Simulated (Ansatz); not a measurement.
Consider Cu (interface cell).

Input file:

```
crystal:
  lattice:
    - [3.6297482978, 0.0, 0.0]
    - [-1.8148741489, 4.0581819676, 0.0]
    - [0.0, 0.0, 16.5327278703]
  atoms:
    - { symbol: Cu, position: [0.4, 0.8, 0.0736390631] }
    - { symbol: Cu, position: [0.2, 0.4, 0.2700098979] }
    - { symbol: Cu, position: [0.7, 0.4, 0.0245463544] }
    - { symbol: Cu, position: [0.5, 1.0, 0.2209171892] }
    - { symbol: Cu, position: [0.9, 0.8, 0.3191026066] }
    - { symbol: Cu, position: [0.8, 0.6, 0.1718244805] }
    - { symbol: Cu, position: [0.6, 0.2, 0.3681953153] }
    - { symbol: Cu, position: [0.1, 0.2, 0.1227317718] }
    - { symbol: Cu, position: [0.3, 0.6, 0.417288024] }
    - { symbol: Cu, position: [1.0, 1.0, 0.4663807327] }
    - { symbol: Cu, position: [0.9, 0.8, 0.917288024] }
    - { symbol: Cu, position: [0.7, 0.4, 0.7209171892] }
    - { symbol: Cu, position: [0.2, 0.4, 0.9663807327] }
    - { symbol: Cu, position: [0.0, 1.0, 0.7700098979] }
    - { symbol: Cu, position: [0.4, 0.8, 0.6718244805] }
    - { symbol: Cu, position: [0.3, 0.6, 0.8191026066] }
    - { symbol: Cu, position: [0.1, 0.2, 0.6227317718] }
    - { symbol: Cu, position: [0.6, 0.2, 0.8681953153] }
    - { symbol: Cu, position: [0.8, 0.6, 0.5736390631] }
    - { symbol: Cu, position: [0.5, 1.0, 0.5245463544] }
basis:
  ecutwfc: 420
kpoints:
  mp_grid: { grid: [10, 10, 2] }
hamiltonian:
  xc: pbe
scf:
  occupations: { method: gaussian, width: 0.1 }
output:
  forces: true
  stress: true
  eigenvalues: true
  populations: true
  write_density: true
  write_potential: true
  elf: true
  volumetric_format: npy
relax:
  adjacent_minimum: "off"
  f_tol: 0.02
  max_steps: 60
  cell: { fix: [a, b, alpha, beta, gamma], stress_tol: 0.1 }
```

Launched as:

```sh
ansatz run input.yaml --threads 4 --pin off --max-ram 11264MiB --backend cpu --events-out ev --progress --plain --runs-dir out
```

The fields are those of the run's last geometry, not of the input's.

Computed without spin polarisation.

Level of theory: DFT PBE, scalar-relativistic, plane waves, PAW in Ansatz 0.2.0.

Predict the valence pseudo-density and electron localisation function between the atoms.

Cu–Cu (2.60 Å): ρ is about 0.25 e/Å³ halfway; the ELF is about 0.20 at the midpoint; no shared electron pair shows on this line.

Does the calculation give a band gap?

It is gapless in this calculation (a metal or semimetal).

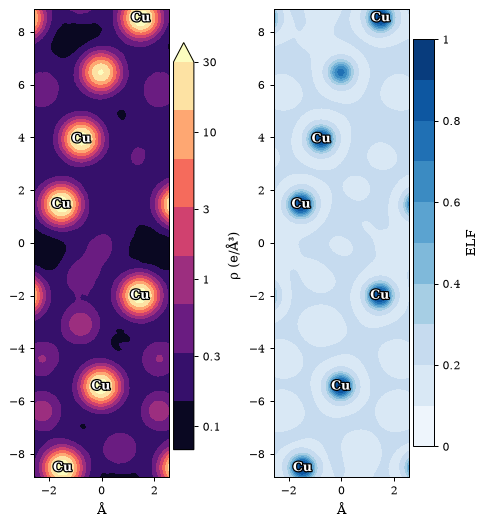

Computed valence pseudo-density and electron localisation function on the (101) plane of the calculation cell, in this order. Atoms just off the plane (Cu, 0.3 Å away) can leave unmarked features too.
